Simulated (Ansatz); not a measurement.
Structure data:

```
CELL_PARAMETERS angstrom
2.50966 0.00000 0.00000
-1.25483 2.17343 0.00000
0.00000 0.00000 7.26372
ATOMIC_POSITIONS crystal
B 0.33333 0.66667 0.25000
B 0.66667 0.33333 0.75000
N 0.33333 0.66667 0.75000
N 0.66667 0.33333 0.25000
```

Work out the structure from the coordinates.

The structure is one of BN. The symmetry is that of P6_3/mmc (No. 194), on a primitive hexagonal lattice. The cell has 4 atoms, namely 2 B, 2 N. The polyhedra are BN3 triangles; they share corners. The neighbours of B are three N in a trigonal planar arrangement at 1.45 Å. N bonds to three B in a trigonal planar arrangement at 1.45 Å. The bonds build BN layers parallel to (001).

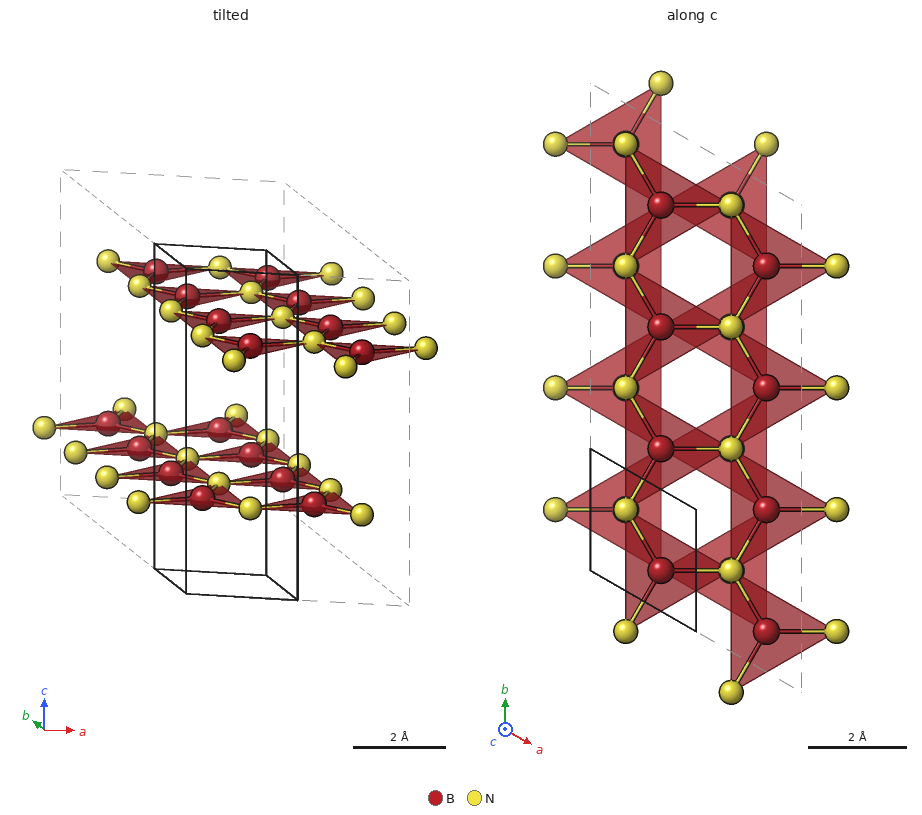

The crystal in a polyhedral representation, seen slightly off an axis and along the c axis. The solid box is one conventional unit cell, and 2×4×1 cells are shown. Some atoms of the next cells are drawn as well. Colours: boron red, nitrogen yellow.

The cell started as a structure listed in the Materials Project. It was relaxed with Ansatz 0.2.0, DFT PBE, scalar-relativistic, plane waves, PAW under a constraint or pressure on the cell, so some stress remains.
